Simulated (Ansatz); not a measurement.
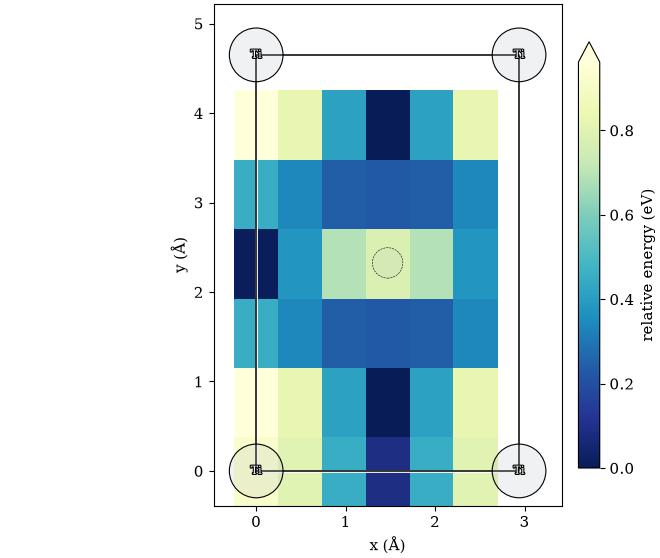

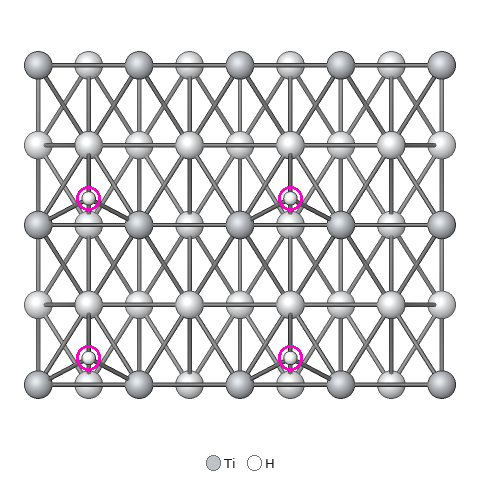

Energy landscape of H on a Ti(100) slab cut from the P6_3/mmc phase, its upper half relaxed before the scan (12 atoms of substrate and one adsorbate in a 2 × 1 cell). 
- H is moved over the surface cell; relaxed at each place: the height of the adsorbate's atoms; substrate rigid; the origin of the map has the adsorbate above Ti11.
- Places are given modulo a cell vector. The map is drawn in real space over the plane of the surface.
- The scan uses a 6 × 6 grid; 16 points were computed and 20 follow by symmetry.
- Places are given in fractions of the 1 × 1 surface cell.
- Energies: eV, counted from the lowest grid point.
- The relaxed height changes by up to 1.0 Å between neighbouring points.
- Computed with DFT PBE, scalar-relativistic, plane waves, PAW in Ansatz 0.2.0. Settings: cutoff 420 eV, k-mesh 5×6×1, gaussian smearing 0.1 eV, no spin polarisation.

Drawn: one coloured cell a grid point, labelled circles for the atoms of the top layer and small ones for the second layer, the outline of one cell of the plane, one colour for all values above the top of the scale. The second picture is the structure at the lowest point; rings mark the moved atoms.

**Where are the lowest and the highest points?**

The lowest grid point is at (3/6, 1/6) of the cell vectors [nearest 2 Ti at 1.91 Å]. The same energy is found at (3/6, 5/6) of the cell vectors [nearest 2 Ti at 1.91 Å]. The highest grid point, (0/6, 1/6) of the cell vectors [nearest 1 Ti at 1.80 Å], lies 0.96 eV above the lowest. At the lowest point the adsorbate has 2 Ti at 1.91 Å as nearest neighbours, at the highest 1 Ti at 1.80 Å. Its relaxed height above the top atom is 0.94 Å at the lowest and 1.63 Å at the highest point.

The input of one point:

```yaml
crystal:
  lattice:
    - [5.8763264169, 0.0, 0.0]
    - [0.0, 4.650465418, 0.0]
    - [0.0, 0.0, 21.2842241737]
  atoms:
    - { symbol: Ti, position: [0.0, 0.75, 0.1879326194] }
    - { symbol: Ti, position: [0.5, 0.75, 0.1879326194] }
    - { symbol: Ti, position: [0.25, 0.25, 0.2277825407] }
    - { symbol: Ti, position: [0.75, 0.25, 0.2277825407] }
    - { symbol: Ti, position: [0.25, 0.75, 0.3074823835] }
    - { symbol: Ti, position: [0.75, 0.75, 0.3074823835] }
    - { symbol: Ti, position: [0.0, 0.25, 0.3461291986] }
    - { symbol: Ti, position: [0.5, 0.25, 0.3461291986] }
    - { symbol: Ti, position: [0.0, 0.75, 0.4220680061] }
    - { symbol: Ti, position: [0.5, 0.75, 0.4220680061] }
    - { symbol: Ti, position: [0.25, 0.25, 0.4596937193] }
    - { symbol: Ti, position: [0.75, 0.25, 0.4596937193] }
    - { symbol: H, position: [0.5, 0.4166666667, 0.4956405095] }
basis:
  ecutwfc: 420
kpoints:
  mp_grid: { grid: [5, 6, 1] }
hamiltonian:
  xc: pbe
  pseudopotentials: { kind: paw, azcp: { folder: soft_1 } }
scf:
  occupations: { method: gaussian, width: 0.1 }
output:
  forces: true
  eigenvalues: true
relax:
  adjacent_minimum: "off"
  f_tol: 0.025
  max_steps: 16
  constraints:
    - { sites: [0, 1, 2, 3, 4, 5, 6, 7, 8, 9, 10, 11] }
    - { sites: [12], fix: xy }
efield:
  axis: 3
  dipole_correction: true
  ramp_width: 0.04
```

Each point was launched as `ansatz run input.yaml --threads 4 --pin off --max-ram 12288MiB --backend cpu --events-out ev --progress --plain --runs-dir out`. Time for the 16 points that were run: 22 min on 4 threads of Arm Neoverse V1, with other jobs on the host.
